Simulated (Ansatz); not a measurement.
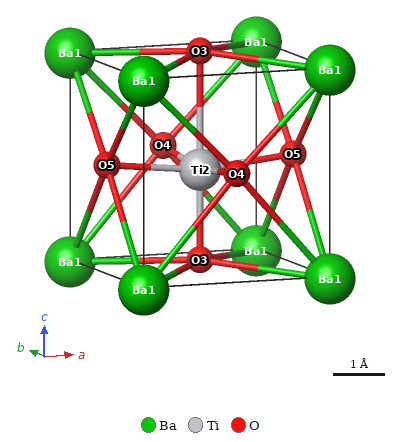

*The starting structure (ball-and-stick view of the cell of the calculation, seen slightly off an axis; atoms are numbered from 1 in the order of the input).*

**Run report: BaTiO3, geometry relaxation (part 1 of 2)**

System: BaTiO3 (5 atoms in the cell).
Method: DFT PBE, scalar-relativistic, plane waves, PAW, no spin polarisation (Ansatz 0.2.0).

The structure derives from an entry of the Crystallography Open Database. It belongs to a series of runs on one base structure; here: volume × 0.97, shape and atoms relaxed. Figures and captions count atoms from 1; the log counts them from 0 in places.

Output
```
Engine: ansatz 0.2.0, x86_64-unknown-linux-gnu
Pseudopotentials: kind: paw
Pseudopotential: Ba, paw, valence charge 10, recommended cutoff 420 eV (normal), Ba.paw.azcp
Pseudopotential: Ti, paw, valence charge 12, recommended cutoff 420 eV (normal), Ti.paw.azcp
Pseudopotential: O, paw, valence charge 6, recommended cutoff 420 eV (normal), O.paw.azcp
Functional definition: PBE
  parameter kappa = 0.804
  parameter beta = 0.06672455060314922
  exchange = pbe_x(kappa = kappa, mu = beta*pi^2/3)
  correlation = pbe_c(beta = beta)
Crystal: 5 atoms, lattice volume = 64.739 Å³
Basis set: ecut = 420 eV, 1277 PW (Γ), exchange–correlation on 54×54×60 points (8 copies of the dense FFT grid, shifted against one another)
Bands: 25, of which v1, the nominal top of the filled ones, is band 20 counted from 1 (19 counted from 0)
Symmetry: 8 space group operations
Space group: P4mm (ITA 99), of the structure as read, at distance tolerance 4.0e-5 Å
k-points: 75 of 512 (time reversal used)
Non-local potential: Ba, projectors of the file, l = 0: 3, l = 1: 2, l = 2: 2, l = 3: 2
Non-local potential: Ti, projectors of the file, l = 0: 3, l = 1: 2, l = 2: 3, l = 3: 1
Non-local potential: O, projectors of the file, l = 0: 2, l = 1: 2, l = 2: 1
PAW form: soft (Blöchl's): semilocal exchange-correlation on the pseudo side does not see the compensation charge
PAW one-centre angular grid: Ba, 194 points (default); XC on 64 Gauss nodes
PAW one-centre angular grid: Ti, 590 points (default); XC on 64 Gauss nodes
PAW one-centre angular grid: O, 110 points (default); XC on 64 Gauss nodes
Initial density: superposition of atomic densities (neutral atoms: chi_scale 0, normalization atom), corrected by the library's trained network
Initial wavefunctions: pseudopotential atomic-orbital guess
Functional: x = pbe(κ = 0.804, μ = 0.2195149727645171), c = pbe(β = 0.06672455060314922)
SCF iter   1: F=—  HF=-10159.588069 eV  |F-HF|=—  |Δ(HF+E_count)|=         —  Δρ=1.50e-3  dr2=9.10e-4  ethr=1.77e-3  ⟨swp⟩=6.3  Hψ=9504  notcnv=0
preconditioner: auto → Resta (q_TF=auto, 2.518 Å⁻¹)  ε∞=5.6  [insulator: Δε(μ)=1.890 eV  Ē_g=12.189 eV  σ=0.020 eV  W_gap=1.00  n_scr=18 (ndim 8)  ℏωp=26.1 eV  f_vac=0.000  D(μ)=0.00/eV (n_scr^D=0)  ε∞_Penn≈5.6]
SCF iter   2: F=—  HF=-10159.588437 eV  |F-HF|=—  |Δ(HF+E_count)|=   3.68e-4  Δρ=7.00e-4  dr2=1.90e-4  ethr=2.27e-6  ⟨swp⟩=2.0  Hψ=4064  notcnv=0  defer=24
SCF iter   3: F=—  HF=-10159.588628 eV  |F-HF|=—  |Δ(HF+E_count)|=   1.90e-4  Δρ=1.37e-4  dr2=1.59e-5  ethr=4.76e-7  ⟨swp⟩=2.9  Hψ=3226  notcnv=0  defer=24
SCF iter   4: F=—  HF=-10159.588371 eV  |F-HF|=—  |Δ(HF+E_count)|=   2.56e-4  Δρ=4.84e-5  dr2=1.71e-6  ethr=3.96e-8  ⟨swp⟩=2.0  Hψ=3278  notcnv=0  defer=24
SCF iter   5: F=—  HF=-10159.588371 eV  |F-HF|=—  |Δ(HF+E_count)|=   4.89e-8  Δρ=1.76e-5  dr2=1.60e-7  ethr=4.27e-9  ⟨swp⟩=2.1  Hψ=2779  notcnv=0  defer=24
SCF iter   6: F=-10159.588371 eV  HF=-10159.588371 eV  |F-HF|=3.32e-9  |Δ(HF+E_count)|=   6.84e-8  Δρ=4.50e-6  dr2=1.17e-8  ethr=2.50e-10  ⟨swp⟩=12.1  Hψ=14177  notcnv=0
SCF 1 converged in 6 iterations: F = -10159.588371 eV  dr2 = 1.17e-8
  greatest PAW one-centre occupation: 0.999 electrons in one spin orbital (limit 2), on the Ti atom at site 1 (counted from 0), in its partial waves of l = 0
relax step   1: F+E_penalty+E_count = -10159.58837130 eV  Δ(F+E_penalty+E_count) = +0.000e0 eV  max|allowed force component| = 4.119e-1 eV/Å  Δτ_max = 0.0000 Å  P = +5.048 GPa  Ω = 64.739 Å³  fix = [volume]  reactions: volume +5.048 GPa  (6 SCF iters, dr2 threshold 1.00e-7 eV, accepted)
Initial density: handed on by an earlier stage of this run
Initial wavefunctions: those handed on with the density
iter 1 solved again at ethr=7.68e-6 eV; its pass at ethr=3.10e-3 eV (dr2=3.07e-3 eV) is discarded
SCF iter   1: F=—  HF=-10159.592951 eV  |F-HF|=—  |Δ(HF+E_count)|=         —  Δρ=1.93e-3  dr2=3.30e-3  ethr=7.68e-6  ⟨swp⟩=2.3  Hψ=9319  notcnv=0
preconditioner: auto → Resta (q_TF=auto, 2.518 Å⁻¹)  ε∞=5.6  [insulator: Δε(μ)=1.885 eV  Ē_g=12.176 eV  σ=0.020 eV  W_gap=1.00  n_scr=18 (ndim 8)  ℏωp=26.1 eV  f_vac=0.000  D(μ)=0.00/eV (n_scr^D=0)  ε∞_Penn≈5.6]
SCF iter   2: F=—  HF=-10159.592259 eV  |F-HF|=—  |Δ(HF+E_count)|=   6.92e-4  Δρ=9.88e-4  dr2=9.95e-4  ethr=7.68e-6  ⟨swp⟩=2.1  Hψ=2841  notcnv=0
SCF iter   3: F=—  HF=-10159.591974 eV  |F-HF|=—  |Δ(HF+E_count)|=   2.85e-4  Δρ=1.97e-4  dr2=3.43e-5  ethr=2.49e-6  ⟨swp⟩=2.0  Hψ=2801  notcnv=0
SCF iter   4: F=—  HF=-10159.591708 eV  |F-HF|=—  |Δ(HF+E_count)|=   2.66e-4  Δρ=6.32e-5  dr2=1.70e-6  ethr=8.57e-8  ⟨swp⟩=2.0  Hψ=3260  notcnv=0
iter 5 did not close the SCF: its close was put off for the readings that it lacked (scf_convergence_deferred on its scf_iter line)
SCF iter   5: F=-10159.591709 eV  HF=-10159.591709 eV  |F-HF|=5.16e-9  |Δ(HF+E_count)|=   1.19e-6  Δρ=1.67e-5  dr2=1.29e-7  ethr=4.24e-9  ⟨swp⟩=2.1  Hψ=3012  notcnv=0
SCF iter   6: F=-10159.591709 eV  HF=-10159.591709 eV  |F-HF|=1.36e-9  |Δ(HF+E_count)|=   5.55e-8  Δρ=5.40e-6  dr2=1.16e-8  ethr=3.22e-10  ⟨swp⟩=6.9  Hψ=12867  notcnv=0
SCF 2 converged in 6 iterations: F = -10159.591709 eV  dr2 = 1.16e-8
relax step   2: F+E_penalty+E_count = -10159.59170912 eV  Δ(F+E_penalty+E_count) = -3.338e-3 eV  max|allowed force component| = 4.200e-1 eV/Å  Δτ_max = 0.0226 Å  P = +4.488 GPa  Ω = 64.739 Å³  energy of the carried Pulay correction = +1.459e-16 eV  fix = [volume]  reactions: volume +4.488 GPa  (6 SCF iters, dr2 threshold 5.00e-7 eV, accepted)
Basis set: ecut = 420 eV, 1293 PW (Γ), exchange–correlation on 54×54×60 points (8 copies of the dense FFT grid, shifted against one another)
iter 1 solved again at ethr=2.40e-6 eV; its pass at ethr=3.10e-3 eV (dr2=9.61e-4 eV) is discarded
SCF iter   1: F=—  HF=-10159.596196 eV  |F-HF|=—  |Δ(HF+E_count)|=         —  Δρ=1.09e-3  dr2=9.87e-4  ethr=2.40e-6  ⟨swp⟩=2.0  Hψ=9828  notcnv=0
preconditioner: auto → Resta (q_TF=auto, 2.518 Å⁻¹)  ε∞=5.6  [insulator: Δε(μ)=1.903 eV  Ē_g=12.148 eV  σ=0.020 eV  W_gap=1.00  n_scr=18 (ndim 8)  ℏωp=26.1 eV  f_vac=0.000  D(μ)=0.00/eV (n_scr^D=0)  ε∞_Penn≈5.6]
SCF iter   2: F=—  HF=-10159.596026 eV  |F-HF|=—  |Δ(HF+E_count)|=   1.71e-4  Δρ=5.92e-4  dr2=3.11e-4  ethr=2.40e-6  ⟨swp⟩=1.1  Hψ=1927  notcnv=0
SCF iter   3: F=—  HF=-10159.595676 eV  |F-HF|=—  |Δ(HF+E_count)|=   3.50e-4  Δρ=1.07e-4  dr2=8.13e-6  ethr=7.78e-7  ⟨swp⟩=2.2  Hψ=3204  notcnv=0
SCF iter   4: F=—  HF=-10159.595674 eV  |F-HF|=—  |Δ(HF+E_count)|=   2.02e-6  Δρ=3.15e-5  dr2=6.49e-7  ethr=2.03e-8  ⟨swp⟩=2.4  Hψ=2968  notcnv=0
iter 5 did not close the SCF: its close was put off for the readings that it lacked (scf_convergence_deferred on its scf_iter line)
SCF iter   5: F=-10159.595674 eV  HF=-10159.595674 eV  |F-HF|=8.49e-9  |Δ(HF+E_count)|=   1.75e-7  Δρ=7.18e-6  dr2=2.26e-8  ethr=1.62e-9  ⟨swp⟩=2.1  Hψ=3030  notcnv=0
SCF iter   6: F=-10159.595674 eV  HF=-10159.595674 eV  |F-HF|=8.37e-10  |Δ(HF+E_count)|=   1.39e-8  Δρ=1.25e-6  dr2=9.87e-10  ethr=5.65e-11  ⟨swp⟩=6.5  Hψ=11859  notcnv=0
SCF 3 converged in 6 iterations: F = -10159.595674 eV  dr2 = 9.87e-10
relax step   3: F+E_penalty+E_count = -10159.59567371 eV  Δ(F+E_penalty+E_count) = -3.965e-3 eV  max|allowed force component| = 2.899e-1 eV/Å  Δτ_max = 0.0078 Å  P = +4.121 GPa  Ω = 64.739 Å³  energy of the carried Pulay correction = +1.459e-16 eV  fix = [volume]  reactions: volume +4.121 GPa  (6 SCF iters, dr2 threshold 5.00e-7 eV, accepted)
iter 1 solved again at ethr=1.26e-5 eV; its pass at ethr=3.10e-3 eV (dr2=5.06e-3 eV) is discarded
SCF iter   1: F=—  HF=-10159.601284 eV  |F-HF|=—  |Δ(HF+E_count)|=         —  Δρ=3.21e-3  dr2=5.07e-3  ethr=1.26e-5  ⟨swp⟩=1.6  Hψ=10112  notcnv=0
preconditioner: auto → Resta (q_TF=auto, 2.518 Å⁻¹)  ε∞=5.7  [insulator: Δε(μ)=1.897 eV  Ē_g=12.090 eV  σ=0.020 eV  W_gap=1.00  n_scr=18 (ndim 8)  ℏωp=26.1 eV  f_vac=0.000  D(μ)=0.00/eV (n_scr^D=0)  ε∞_Penn≈5.7]
SCF iter   2: F=—  HF=-10159.600568 eV  |F-HF|=—  |Δ(HF+E_count)|=   7.17e-4  Δρ=1.73e-3  dr2=1.60e-3  ethr=1.26e-5  ⟨swp⟩=2.0  Hψ=2507  notcnv=0
SCF iter   3: F=—  HF=-10159.600305 eV  |F-HF|=—  |Δ(HF+E_count)|=   2.63e-4  Δρ=2.25e-4  dr2=3.25e-5  ethr=3.99e-6  ⟨swp⟩=2.0  Hψ=3484  notcnv=0
SCF iter   4: F=—  HF=-10159.599987 eV  |F-HF|=—  |Δ(HF+E_count)|=   3.18e-4  Δρ=7.45e-5  dr2=2.80e-6  ethr=8.12e-8  ⟨swp⟩=2.0  Hψ=3323  notcnv=0
iter 5 did not close the SCF: its close was put off for the readings that it lacked (scf_convergence_deferred on its scf_iter line)
SCF iter   5: F=-10159.599988 eV  HF=-10159.599988 eV  |F-HF|=3.15e-8  |Δ(HF+E_count)|=   9.32e-7  Δρ=1.61e-5  dr2=1.46e-7  ethr=7.00e-9  ⟨swp⟩=2.2  Hψ=3300  notcnv=0
SCF iter   6: F=-10159.599988 eV  HF=-10159.599988 eV  |F-HF|=6.48e-10  |Δ(HF+E_count)|=   6.16e-8  Δρ=4.39e-6  dr2=9.75e-9  ethr=3.65e-10  ⟨swp⟩=7.5  Hψ=13161  notcnv=0
SCF 4 converged in 6 iterations: F = -10159.599988 eV  dr2 = 9.75e-9
relax step   4: F+E_penalty+E_count = -10159.59998778 eV  Δ(F+E_penalty+E_count) = -4.314e-3 eV  max|allowed force component| = 4.941e-2 eV/Å  Δτ_max = 0.0267 Å  P = +3.178 GPa  Ω = 64.739 Å³  energy of the carried Pulay correction = +7.296e-17 eV  fix = [volume]  reactions: volume +3.178 GPa  (6 SCF iters, dr2 threshold 5.00e-7 eV, accepted)
iter 1 solved again at ethr=1.06e-7 eV; its pass at ethr=3.10e-3 eV (dr2=4.24e-5 eV) is discarded
SCF iter   1: F=—  HF=-10159.600610 eV  |F-HF|=—  |Δ(HF+E_count)|=         —  Δρ=3.61e-4  dr2=4.69e-5  ethr=1.06e-7  ⟨swp⟩=2.0  Hψ=9654  notcnv=0
preconditioner: auto → Resta (q_TF=auto, 2.518 Å⁻¹)  ε∞=5.7  [insulator: Δε(μ)=1.865 eV  Ē_g=12.051 eV  σ=0.020 eV  W_gap=1.00  n_scr=18 (ndim 8)  ℏωp=26.1 eV  f_vac=0.000  D(μ)=0.00/eV (n_scr^D=0)  ε∞_Penn≈5.7]
SCF iter   2: F=—  HF=-10159.600293 eV  |F-HF|=—  |Δ(HF+E_count)|=   3.17e-4  Δρ=1.94e-4  dr2=1.69e-5  ethr=1.06e-7  ⟨swp⟩=2.9  Hψ=3364  notcnv=0
SCF iter   3: F=—  HF=-10159.600289 eV  |F-HF|=—  |Δ(HF+E_count)|=   3.63e-6  Δρ=2.79e-5  dr2=5.07e-7  ethr=4.23e-8  ⟨swp⟩=2.3  Hψ=2989  notcnv=0
iter 4 did not close the SCF: its close was put off for the readings that it lacked (scf_convergence_deferred on its scf_iter line)
SCF iter   4: F=-10159.600289 eV  HF=-10159.600289 eV  |F-HF|=5.94e-9  |Δ(HF+E_count)|=   1.78e-8  Δρ=9.51e-6  dr2=4.97e-8  ethr=1.27e-9  ⟨swp⟩=2.1  Hψ=3293  notcnv=0
iter 5 did not close the SCF: its close was put off for the readings that it lacked (scf_convergence_deferred on its scf_iter line)
SCF iter   5: F=-10159.600289 eV  HF=-10159.600289 eV  |F-HF|=1.77e-9  |Δ(HF+E_count)|=   7.18e-9  Δρ=3.36e-6  dr2=5.36e-9  ethr=1.24e-10  ⟨swp⟩=2.0  Hψ=3014  notcnv=0
SCF iter   6: F=-10159.600289 eV  HF=-10159.600289 eV  |F-HF|=1.64e-10  |Δ(HF+E_count)|=  5.68e-10  Δρ=7.48e-7  dr2=3.59e-10  ethr=1.34e-11  ⟨swp⟩=6.3  Hψ=11643  notcnv=0
SCF 5 converged in 6 iterations: F = -10159.600289 eV  dr2 = 3.59e-10
relax step   5: F+E_penalty+E_count = -10159.60028924 eV  Δ(F+E_penalty+E_count) = -3.015e-4 eV  max|allowed force component| = 1.224e-2 eV/Å  Δτ_max = 0.0036 Å  P = +3.182 GPa  Ω = 64.739 Å³  energy of the carried Pulay correction = +7.296e-17 eV  fix = [volume]  reactions: volume +3.182 GPa  (6 SCF iters, dr2 threshold 2.35e-7 eV, accepted)
iter 1 solved again at ethr=3.29e-8 eV; its pass at ethr=3.10e-3 eV (dr2=1.31e-5 eV) is discarded
SCF iter   1: F=—  HF=-10159.600651 eV  |F-HF|=—  |Δ(HF+E_count)|=         —  Δρ=1.90e-4  dr2=1.90e-5  ethr=3.29e-8  ⟨swp⟩=2.8  Hψ=9869  notcnv=0
preconditioner: auto → Resta (q_TF=auto, 2.518 Å⁻¹)  ε∞=5.7  [insulator: Δε(μ)=1.867 eV  Ē_g=12.050 eV  σ=0.020 eV  W_gap=1.00  n_scr=18 (ndim 8)  ℏωp=26.1 eV  f_vac=0.000  D(μ)=0.00/eV (n_scr^D=0)  ε∞_Penn≈5.7]
SCF iter   2: F=—  HF=-10159.600336 eV  |F-HF|=—  |Δ(HF+E_count)|=   3.16e-4  Δρ=1.03e-4  dr2=6.55e-6  ethr=3.29e-8  ⟨swp⟩=2.0  Hψ=3212  notcnv=0
SCF iter   3: F=—  HF=-10159.600334 eV  |F-HF|=—  |Δ(HF+E_count)|=   1.68e-6  Δρ=2.06e-5  dr2=3.34e-7  ethr=1.64e-8  ⟨swp⟩=2.5  Hψ=3285  notcnv=0
iter 4 did not close the SCF: its close was put off for the readings that it lacked (scf_convergence_deferred on its scf_iter line)
SCF iter   4: F=-10159.600334 eV  HF=-10159.600334 eV  |F-HF|=2.48e-9  |Δ(HF+E_count)|=   4.62e-9  Δρ=8.10e-6  dr2=3.58e-8  ethr=8.36e-10  ⟨swp⟩=2.6  Hψ=3162  notcnv=0
iter 5 did not close the SCF: its close was put off for the readings that it lacked (scf_convergence_deferred on its scf_iter line)
SCF iter   5: F=-10159.600334 eV  HF=-10159.600334 eV  |F-HF|=4.57e-10  |Δ(HF+E_count)|=   7.66e-9  Δρ=2.18e-6  dr2=2.87e-9  ethr=8.95e-11  ⟨swp⟩=2.5  Hψ=3263  notcnv=0
SCF iter   6: F=-10159.600334 eV  HF=-10159.600334 eV  |F-HF|=1.75e-10  |Δ(HF+E_count)|=  6.51e-10  Δρ=6.97e-7  dr2=2.91e-10  ethr=7.17e-12  ⟨swp⟩=6.0  Hψ=11429  notcnv=0
the search or the solves at the SCF's close seem to have found levels that the self-consistency loop had missed (the run counts 1). By its estimate they hold under 1e-12 electrons; where the run keeps them, the occupations were computed again with them
SCF 6 converged in 6 iterations: F = -10159.600334 eV  dr2 = 2.91e-10
relax step   6: F+E_penalty+E_count = -10159.60033410 eV  Δ(F+E_penalty+E_count) = -4.486e-5 eV  max|allowed force component| = 2.111e-3 eV/Å  Δτ_max = 0.0007 Å  P = +3.144 GPa  Ω = 64.739 Å³  fix = [volume]  reactions: volume +3.144 GPa  (6 SCF iters, dr2 threshold 6.85e-8 eV, accepted)
Initial wavefunctions: pseudopotential atomic-orbital guess (no wavefunctions were taken with the density)
iter 1 solved again at ethr=2.11e-8 eV; its pass at ethr=3.10e-3 eV (dr2=8.43e-6 eV) is discarded
SCF iter   1: F=—  HF=-10159.600992 eV  |F-HF|=—  |Δ(HF+E_count)|=         —  Δρ=1.47e-4  dr2=1.10e-6  ethr=2.11e-8  ⟨swp⟩=3.5  Hψ=15257  notcnv=0
preconditioner: auto → Resta (q_TF=auto, 2.518 Å⁻¹)  ε∞=5.7  [insulator: Δε(μ)=1.866 eV  Ē_g=12.049 eV  σ=0.020 eV  W_gap=1.00  n_scr=18 (ndim 8)  ℏωp=26.1 eV  f_vac=0.000  D(μ)=0.00/eV (n_scr^D=0)  ε∞_Penn≈5.7]
SCF iter   2: F=—  HF=-10159.600723 eV  |F-HF|=—  |Δ(HF+E_count)|=   2.69e-4  Δρ=7.48e-5  dr2=2.83e-7  ethr=2.75e-9  ⟨swp⟩=2.6  Hψ=3422  notcnv=0
SCF iter   3: F=—  HF=-10159.600739 eV  |F-HF|=—  |Δ(HF+E_count)|=   1.61e-5  Δρ=1.64e-5  dr2=1.44e-8  ethr=7.09e-10  ⟨swp⟩=2.0  Hψ=3013  notcnv=0
SCF iter   4: F=—  HF=-10159.600740 eV  |F-HF|=—  |Δ(HF+E_count)|=   7.34e-7  Δρ=1.60e-6  dr2=6.15e-10  ethr=3.59e-11  ⟨swp⟩=2.0  Hψ=3220  notcnv=0
iter 5 did not close the SCF: its close was put off for the readings that it lacked (scf_convergence_deferred on its scf_iter line)
SCF iter   5: F=-10159.600740 eV  HF=-10159.600740 eV  |F-HF|=2.91e-11  |Δ(HF+E_count)|=  4.29e-10  Δρ=7.22e-7  dr2=1.75e-10  ethr=1.54e-12  ⟨swp⟩=2.5  Hψ=3288  notcnv=0
SCF iter   6: F=-10159.600740 eV  HF=-10159.600740 eV  |F-HF|=1.82e-12  |Δ(HF+E_count)|=  8.37e-11  Δρ=1.73e-7  dr2=1.40e-11  ethr=1.00e-12  ⟨swp⟩=5.9  Hψ=9587  notcnv=0
SCF 7 converged in 6 iterations: F = -10159.600740 eV  dr2 = 1.40e-11
relax step   7: F+E_penalty+E_count = -10159.60073981 eV  Δ(F+E_penalty+E_count) = -4.057e-4 eV  max|allowed force component| = 2.203e-3 eV/Å  Δτ_max = 0.0000 Å  P = +3.153 GPa  Ω = 64.739 Å³  fix = [volume]  reactions: volume +3.153 GPa  stress off target by 7.81e-2 GPa on what of the cell is left free  SCF on the basis re-selected at this cell (its energy is not comparable with the rows above)  (6 SCF iters)
```
